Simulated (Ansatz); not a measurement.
## Single-point calculation of Bi4Se3

Bi4Se3 (7 atoms in the cell), computed with DFT PBEsol, scalar-relativistic, plane waves, PAW (Ansatz 0.2.0).

The structure derives from an entry of the Crystallography Open Database. The run did not end well. It belongs to a series of runs on one base structure; here: all atoms moved at random, sigma 0.25 A a component, cell strained at random, sigma 0.03.

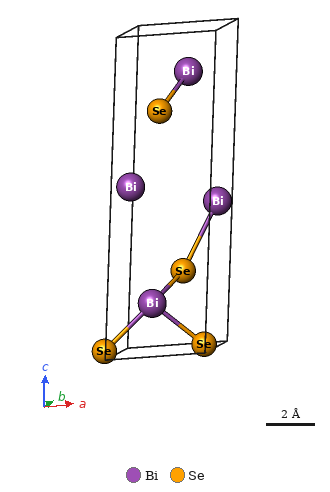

Fig. 1: The structure (ball-and-stick view of the cell of the calculation, set on other vectors, seen slightly off an axis). An atom can appear more than once, as a periodic image.

What the run reported:

| quantity | value |
| --- | --- |
| outcome | stopped at the time limit |
| space group (tolerance 0.01 Å) | P1 (1) |
| hardware | 2 threads of Intel Xeon (Granite Rapids), 32 GiB of memory available, shared host |
| wall time | 2.5 min (CPU time 4.9 min) |
| peak memory | 4.7 GiB |

What went wrong:

The run was cut off by its time limit, so the output is incomplete.

The input:
```yaml
crystal:
  lattice:
    - [2.5277055582, 1.4234287405, 13.3758139082]
    - [-1.9221159669, 1.4614907238, 13.2742779028]
    - [0.3357574402, -2.3278608518, 13.2730101528]
  atoms:
    - { symbol: Bi, position: [0.0978593393, 0.2205690411, 0.1259495972] }
    - { symbol: Bi, position: [0.8338275441, 0.8644554721, 0.8297878062] }
    - { symbol: Bi, position: [0.4388976105, 0.2036820617, 0.2105711043] }
    - { symbol: Bi, position: [0.5767809486, 0.8663489331, 0.7184881852] }
    - { symbol: Se, position: [0.3820043604, 0.3874958305, 0.4712312001] }
    - { symbol: Se, position: [0.6305472018, 0.5877844274, 0.5304563025] }
    - { symbol: Se, position: [0.0400829953, -0.1303357658, 0.1135158044] }
basis:
  ecutwfc: 420
kpoints:
  mp_grid: { grid: [12, 12, 12] }
hamiltonian:
  xc: pbesol
scf:
  occupations: { method: gaussian, width: 0.15 }
output:
  forces: true
  stress: true
  eigenvalues: true
```

Run as:
```bash
ansatz run input.yaml --threads 2 --pin off --max-ram 5120MiB --backend cpu --events-out ev --progress --plain --runs-dir out
```

Output:
```
basis.fft_grid_basis auto: the FFT boxes are laid along the combinations [[1, 0, -1], [0, 1, -1], [0, 0, 1]] of the cell's own vectors, 4.346, 4.411 and 13.480 Å long. The dense box has 30×30×96 points. Along the cell's own vectors, as sized, it would have 96×96×96, 10.24 times as many. basis.fft_grid_basis: typed keeps the cell's own vectors: state it where this run's energies or levels are differenced outside the engine with another run's, or held beside a run that keeps those vectors.
Engine: ansatz 0.2.0, x86_64-unknown-linux-gnu
Pseudopotentials: kind: paw
Pseudopotential: Bi, paw, valence charge 15, recommended cutoff 420 eV (normal), Bi.paw.azcp
Pseudopotential: Se, paw, valence charge 16, recommended cutoff 420 eV (normal), Se.paw.azcp
Functional definition: PBEsol
  exchange = pbesol_x
  correlation = pbesol_c
Crystal: 7 atoms, lattice volume = 223.086 Å³
Basis set: ecut = 420 eV, 4395 PW (Γ), FFT grids on a1−a3, a2−a3, a3, exchange–correlation on 60×60×192 points (8 copies of the dense FFT grid, shifted against one another)
Bands: 65, of which v1, the nominal top of the filled ones, is band 54 counted from 1 (53 counted from 0)
Symmetry: 1 space group operations
Space group: P1 (ITA 1), of the structure as read, at distance tolerance 6.1e-5 Å
k-points: 868 of 1728 (time reversal used)
Non-local potential: Bi, projectors of the file, l = 0: 2, l = 1: 2, l = 2: 2, l = 3: 2
Non-local potential: Se, projectors of the file, l = 0: 2, l = 1: 2, l = 2: 3, l = 3: 1
PAW form: soft (Blöchl's): semilocal exchange-correlation on the pseudo side does not see the compensation charge
PAW frozen core: Bi, regenerated for the run's functional, and the local potential with it (the file was generated under x = pbe(κ = 0.804, μ = 0.2195149727645171), c = pbe(β = 0.06672455060314922))
PAW frozen core: Se, regenerated for the run's functional, and the local potential with it (the file was generated under x = pbe(κ = 0.804, μ = 0.2195149727645171), c = pbe(β = 0.06672455060314922))
PAW one-centre angular grid: Bi, 590 points (default); XC on 64 Gauss nodes
PAW one-centre angular grid: Se, 590 points (default); XC on 64 Gauss nodes
Initial density: superposition of atomic densities (neutral atoms: chi_scale 0, normalization atom), corrected by the library's trained network
Initial wavefunctions: pseudopotential atomic-orbital guess
Functional: x = pbesol(κ = 0.804, μ = 0.12345679012345678), c = pbesol(β = 0.046)
SCF iter   1: F=—  HF=-65238.145528 eV  |F-HF|=—  |Δ(HF+E_count)|=         —  Δρ=3.83e-3  dr2=3.26e-1  ethr=1.77e-3  ⟨swp⟩=16.1  Hψ=258182  notcnv=95  reapply=13
preconditioner: auto → LDOS  [metal: Δε(μ)=0.001 eV  Ē_g=9.226 eV  σ=0.150 eV  W_gap=0.01  n_scr=56 (ndim 8)  ℏωp=15.3 eV  f_vac=0.037  D(μ)=2.82/eV (n_scr^D=6)  β→1.0]
iter 2 solved again at ethr=2.76e-5 eV; its pass at ethr=3.02e-4 eV (dr2=2.98e-2 eV) is discarded
SCF iter   2: F=—  HF=-65238.127947 eV  |F-HF|=—  |Δ(HF+E_count)|=   1.76e-2  Δρ=1.96e-3  dr2=2.97e-2  ethr=2.76e-5  ⟨swp⟩=2.9  Hψ=228865  notcnv=0  defer=182
SCF iter   3: F=—  HF=-65238.121853 eV  |F-HF|=—  |Δ(HF+E_count)|=   6.09e-3  Δρ=6.47e-4  dr2=5.17e-3  ethr=2.75e-5  ⟨swp⟩=3.2  Hψ=116807  notcnv=0  defer=73
```
